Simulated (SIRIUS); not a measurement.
# BN: 7 runs along one coordinate

System: BN (4 atoms in the cell).
Method: Kohn-Sham DFT of a periodic cell, PBEsol, dojo-sr-pbesol-0.4.1-standard, no spin polarisation (SIRIUS 7.12.0).

The 7 runs differ only in the geometry, by an even scaling of the cell at fixed fractional positions. The structure derives from a Materials Project entry.

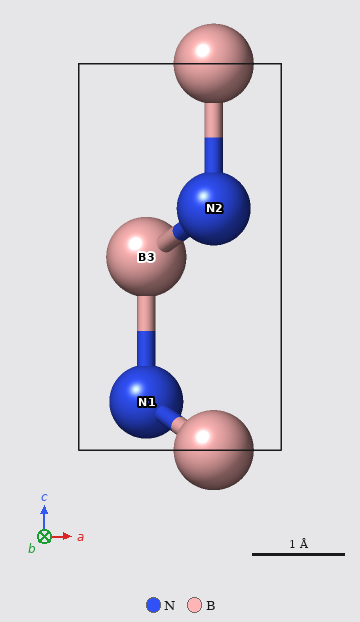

Figure 1. The structure of run 4 (ball-and-stick view of the cell of the calculation, along the b axis; atoms are numbered from 1 in the order of the input). An atom can appear more than once, as a periodic image.

**Input of run 4**
```
{
  "control": {
    "processing_unit": "cpu",
    "verbosity": 2,
    "num_bands_to_print": 15,
    "print_forces": true,
    "print_stress": true
  },
  "parameters": {
    "electronic_structure_method": "pseudopotential",
    "xc_functionals": ["XC_GGA_X_PBE_SOL", "XC_GGA_C_PBE_SOL"],
    "gk_cutoff": 9.2,
    "pw_cutoff": 18.4,
    "ngridk": [12, 12, 6],
    "shiftk": [0, 0, 0],
    "smearing": "fermi_dirac",
    "smearing_width": 0.0018374661,
    "num_bands": 15,
    "num_mag_dims": 0,
    "num_dft_iter": 100,
    "energy_tol": 1e-08,
    "density_tol": 1e-06
  },
  "iterative_solver": {
    "type": "davidson",
    "min_tolerance": 1e-10
  },
  "mixer": {
    "type": "anderson",
    "beta": 0.7,
    "max_history": 8
  },
  "settings": {
    "tol_ne": 1e-10,
    "pseudo_grid_cutoff": 6.5
  },
  "unit_cell": {
    "lattice_vectors": [
      [4.826246386049, 0.0, 0.0],
      [-2.413123193119, 4.179651975235, 0.0],
      [0.0, 0.0, 7.987598318505]
    ],
    "atom_coordinate_units": "lattice",
    "atom_types": ["N", "B"],
    "atom_files": {
      "N": "N.json",
      "B": "B.json"
    },
    "atoms": {
      "N": [
        [0.3333333333, 0.6666666667, 0.125276],
        [0.6666666667, 0.3333333333, 0.625276]
      ],
      "B": [
        [0.3333333333, 0.6666666667, 0.499724],
        [0.6666666667, 0.3333333333, 0.999724]
      ]
    }
  }
}
```

Command:
```bash
upf_to_json N.upf
upf_to_json B.upf
OMP_NUM_THREADS=1 sirius.scf --input=sirius.json --output=out.json --task=0
```

Lattice vectors (Å) and fractional positions of run 4:
```
   2.553940    0.000000    0.000000
  -1.276970    2.211777    0.000000
   0.000000    0.000000    4.226855
N   0.333333  0.666667  0.125276
N   0.666667  0.333333  0.625276
B   0.333333  0.666667  0.499724
B   0.666667  0.333333  0.999724
```

Run 6 differs from it as follows:
```diff
-      [4.826246386049, 0.0, 0.0],
-      [-2.413123193119, 4.179651975235, 0.0],
-      [0.0, 0.0, 7.987598318505]
+      [4.889756911271, 0.0, 0.0],
+      [-2.44487845573, 4.23465370339, 0.0],
+      [0.0, 0.0, 8.092710350267]
```

**Results, with one run withheld**

| run | volume per atom (Å³) | free energy per atom, from the lowest run given (meV) | pressure (GPa) | gap on the mesh (eV) |
| --- | --- | --- | --- | --- |
| 1 | 5.611 | 16.28 | 20.05 | 4.94 |
| 2 | 5.730 | 4.84 | 10.78 | 4.97 |
| 3 | 5.850 | 0.00 | 2.34 | 5.01 |
| 4 | 5.969 | 1.15 | −5.33 | 5.04 |
| 5 | 6.088 | 7.76 | −12.31 | 5.06 |
| 6 | 6.208 | ? | ? | ? |
| 7 | 6.327 | 35.42 | −24.44 | 5.11 |

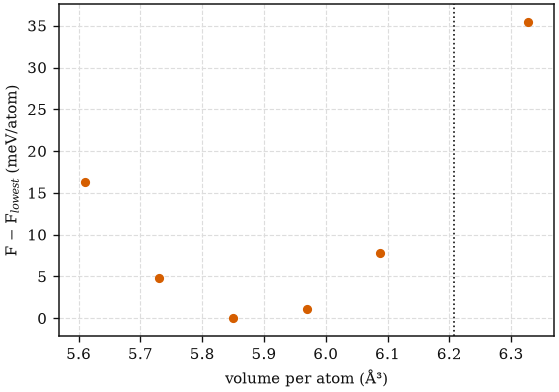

Figure 2. Free energy per atom of the runs given; the dotted line marks run 6.

Fit the runs given and predict run 6.

A cubic polynomial in V^(−2/3) (the Birch–Murnaghan form), fitted to the 6 runs given, misses them by at most 0.01 meV per atom. With x = V^(−2/3) − 0.30553 Å⁻², it reads F = 0.010061 − 429.96 x + 1.6973e+05 x² − 62069 x³ (meV per atom). At run 6 it gives 19.39 meV per atom, and the run itself gives 19.33. The slope of the fit gives a pressure −dF/dV of −18.67 GPa there, and the run prints −18.66 GPa. The fit has its minimum at 5.885 Å³ per atom, where V d²F/dV² gives 386 GPa. Cell shape and fractional positions are held, so this is the stiffness under even scaling; the relaxed bulk modulus wasn't computed. The gap on the mesh goes, without turning, from 4.94 eV in run 1 to 5.11 eV in run 7; run 6 has 5.09 eV. These are gaps of this functional on this mesh, which can miss the band edges; they aren't the measured gap.

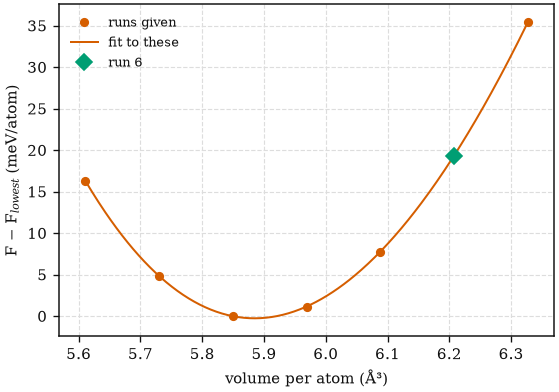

Figure 3. The fit and the withheld run.

**Some lines of the output (run 6)**
```
[...]
[find] band gap (eV)                  :       5.08795504
[find] Efermi                         :       0.48896825
[find] Total energy                   :     -26.73882545 (Ha),     -53.47765090 (Ry)
[find] Free energy (E-TS)             :     -26.73882545 (Ha),     -53.47765090 (Ry)
[find] band gap (eV)                  :       5.08781428
[find] Efermi                         :       0.48897172
[find] band gap (eV)                  :       5.08792490
[find] Efermi                         :       0.48896875
[find] Total energy                   :     -26.73882545 (Ha),     -53.47765091 (Ry)
[find] Free energy (E-TS)             :     -26.73882545 (Ha),     -53.47765091 (Ry)
[find] band gap (eV)                  :       5.08788972
[find] Efermi                         :       0.48896962
[find] band gap (eV)                  :       5.08786506
[find] Efermi                         :       0.48897022
```
